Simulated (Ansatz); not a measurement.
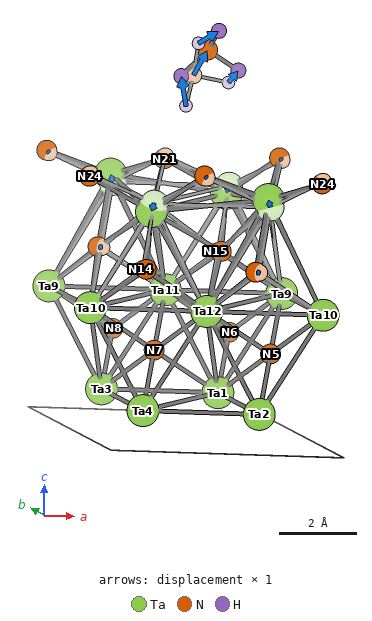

This is a constrained relaxation of a slab of composition Ta$_{12}$H$_{3}$N$_{13}$ (cut from the Fm-3m phase). The starting structure is drawn faded, the final one solid; blue arrows show the displacements, at their true length.

The picture is a ball-and-stick view of the cell of the calculation, outlined in the plane, without the vacuum (origin shifted), seen slightly off an axis.

Case: 1 NH3 a cell, inverted, over a bridge N-N site. The slab is the (1 1 1) face of TaN with NH3 on it. 12 atoms are held fixed.

These are results of DFT PBE+D3(BJ), scalar-relativistic, plane waves, PAW in Ansatz, not measurements.

The input:
```yaml
crystal:
  lattice:
    - [6.2014901195, 0.0, 0.0]
    - [-3.1007450597, 5.3706479848, 0.0]
    - [0.0, 0.0, 25.934869349]
  atoms:
    - { symbol: Ta, position: [0.1666666667, 0.3333333333, 0.3084650203] }
    - { symbol: Ta, position: [0.1666666667, 0.8333333333, 0.3084650203] }
    - { symbol: Ta, position: [0.6666666667, 0.3333333333, 0.3084650203] }
    - { symbol: Ta, position: [0.6666666667, 0.8333333333, 0.3084650203] }
    - { symbol: "N", position: [0.3333333333, 0.1666666667, 0.3572747464] }
    - { symbol: "N", position: [0.3333333333, 0.6666666667, 0.3572747464] }
    - { symbol: "N", position: [0.8333333333, 0.1666666667, 0.3572747464] }
    - { symbol: "N", position: [0.8333333333, 0.6666666667, 0.3572747464] }
    - { symbol: Ta, position: [0.5, 0.5, 0.4060844725] }
    - { symbol: Ta, position: [0.5, 0.0, 0.4060844725] }
    - { symbol: Ta, position: [0.0, 0.5, 0.4060844725] }
    - { symbol: Ta, position: [0.0, 0.0, 0.4060844725] }
    - { symbol: "N", position: [0.6666666667, 0.3333333333, 0.4548720404] }
    - { symbol: "N", position: [0.6666666667, 0.8333333333, 0.4548720404] }
    - { symbol: "N", position: [0.1666666667, 0.3333333333, 0.4548720404] }
    - { symbol: "N", position: [0.1666666667, 0.8333333333, 0.4548720404] }
    - { symbol: Ta, position: [0.8333333333, 0.6666666667, 0.5087323847] }
    - { symbol: Ta, position: [0.8333333333, 0.1666666667, 0.5087323847] }
    - { symbol: Ta, position: [0.3333333333, 0.6666666667, 0.5087323847] }
    - { symbol: Ta, position: [0.3333333333, 0.1666666667, 0.5087323847] }
    - { symbol: "N", position: [0.0, 0.5, 0.5441383962] }
    - { symbol: "N", position: [0.0, 0.0, 0.5441383962] }
    - { symbol: "N", position: [0.5, 0.5, 0.5441383962] }
    - { symbol: "N", position: [0.5, 0.0, 0.5441383962] }
    - { symbol: "N", position: [0.0851788659, 0.399611312, 0.6329801778] }
    - { symbol: H, position: [0.0, 0.25, 0.6073737253] }
    - { symbol: H, position: [0.2723640959, 0.502392239, 0.6222841533] }
    - { symbol: H, position: [0.0802368774, 0.3243530752, 0.6692787991] }
basis:
  ecutwfc: 420
kpoints:
  mp_grid: { grid: [4, 4, 1] }
hamiltonian:
  xc: pbe
  dispersion: d3bj
scf:
  occupations: { method: gaussian, width: 0.1 }
output:
  forces: true
  eigenvalues: true
  write_density: true
  write_potential: true
  elf: true
  volumetric_format: npy
relax:
  adjacent_minimum: "off"
  f_tol: 0.04
  max_steps: 100
  constraints: [{ sites: [0, 1, 2, 3, 4, 5, 6, 7, 8, 9, 10, 11] }]
efield:
  axis: 3
  dipole_correction: true
  ramp_width: 0.04
```

Run as
```bash
ansatz run input.yaml --threads 4 --pin off --max-ram 10240MiB --backend cpu --events-out ev --progress --plain --runs-dir out
```

Q: What happened in the run?

A: The largest move is that of H26, 0.89 Å at 39° to the normal (+c side). Largest moves by element: H 0.89 Å, N 0.76 Å, Ta 0.24 Å. The lattice vectors keep their values. Near-neighbour distances that change, for instance: Ta10–Ta18 3.208 → 2.999 Å, Ta10–Ta20 3.208 → 3.416 Å, Ta11–Ta19 3.208 → 3.008 Å, Ta12–Ta17 3.208 → 3.358 Å. Among the angles between lasting bonds that change: Ta11–N15–Ta18 91.9° → 83.2°, Ta11–N15–Ta20 177.3° → 168.9°, Ta9–N15–Ta20 91.9° → 99.2°. The energy falls by 0.610 eV per cell of the calculation in 23 accepted moves (30 points after the start). Largest force component: 0.92 eV/Å at the start, 0.037 eV/Å at the end. The line search rejected the trial steps at points 12, 13, 18, 19, 23, 25 of the run. 1 step only repeated the SCF at the same geometry. The forces were under the threshold at step 14, but the run went on from there.

Limits of the set-up: the periodic images lie only 6.2 Å apart, so the values are limited by the cell's size.
